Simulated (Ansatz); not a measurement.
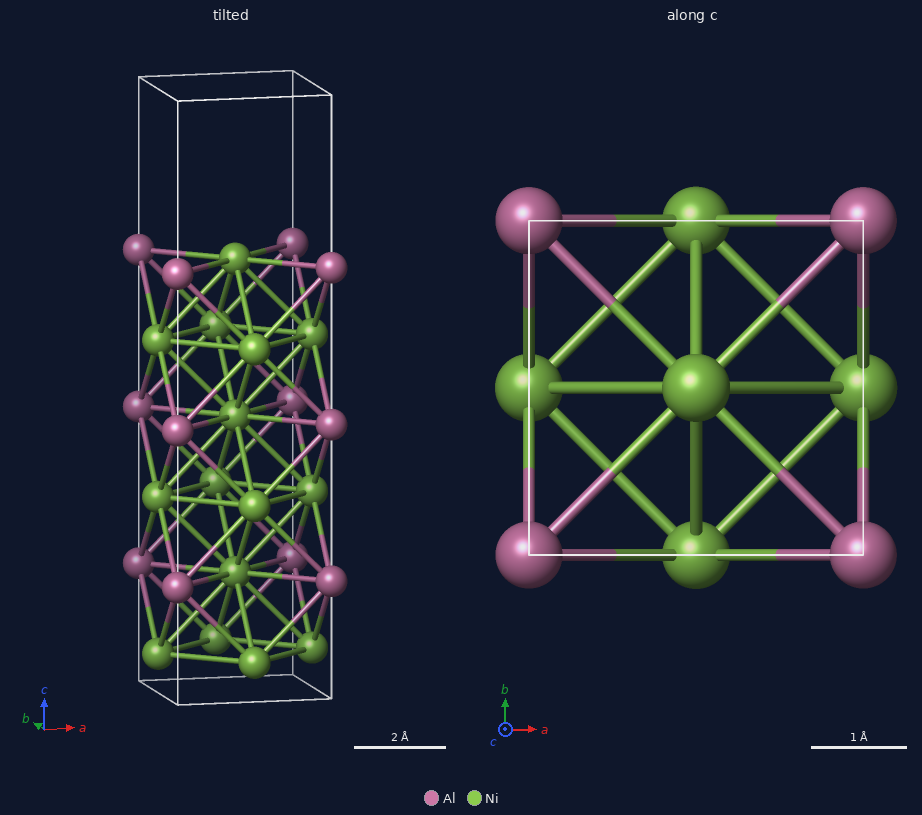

The crystal in a ball-and-stick representation, seen slightly off an axis and along the c axis. Lines trace the edges of the conventional unit cell. Cell: a = 3.52 Å, b = 3.52 Å, c = 13.56 Å, α = 90.00°, β = 90.00°, γ = 90.00°.

The structure was taken from a structure listed in the Materials Project. The cell was then strained or its atoms displaced on purpose. A calculation with Ansatz used it as input.

### What structure is drawn here?

Formula: AlNi3. It belongs to space group P4mm (No. 99) and has a primitive tetragonal lattice. Atoms per cell: 12 (3 Al, 9 Ni). Al takes three kinds of site: 1a with twelve Ni in a cuboctahedral arrangement at about 2.5 Å; 1a with twelve Ni in a cuboctahedral arrangement at about 2.5 Å; 1a with eight Ni at about 2.5 Å. Within bonding distance, the neighbour counts come to Ni 8 to 12 (mean 10.7). The bonds build AlNi3 layers parallel to (001).

The calculation used DFT PBEsol, scalar-relativistic, plane waves, PAW in Ansatz, with an energy cutoff of 420 eV, k-points about 0.14 Å⁻¹ apart, Gaussian smearing of 0.15 eV, collinear spins.

### Which atoms carry magnetic moments in this run, and how do they order?

The state reached is ferromagnetic. Sizes: Ni 0.3 to 0.4 μB; net moment 1.7 μB in the run's cell of 12 atoms.

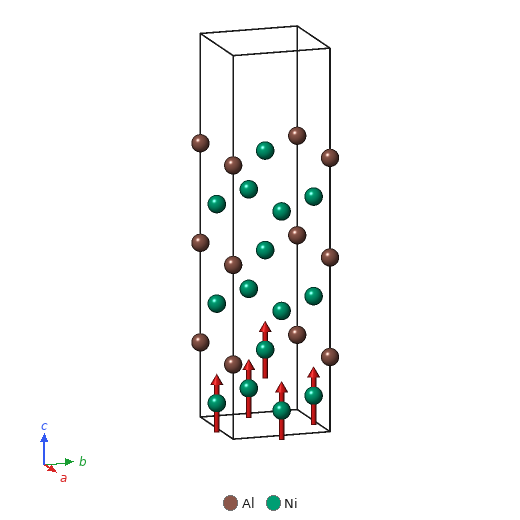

Site moments above 0.25 μB as arrows, small induced ones on non-metal atoms left out (red along the largest or up, blue against, purple across). The run's cell of 12 atoms is drawn, so axes and origin can differ from the first picture.

### What is the electronic character?

A metal: bands cross the Fermi level.

### Is this the optimised geometry for these settings?

No. The largest force is 0.45 eV/Å, on Ni. The pressure is -4.0 GPa, so the cell would contract.

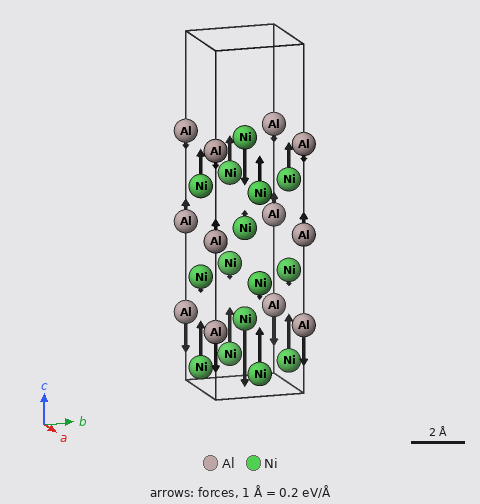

The forces as arrows. The run's cell of 12 atoms is drawn, so axes and origin can differ from the first picture.
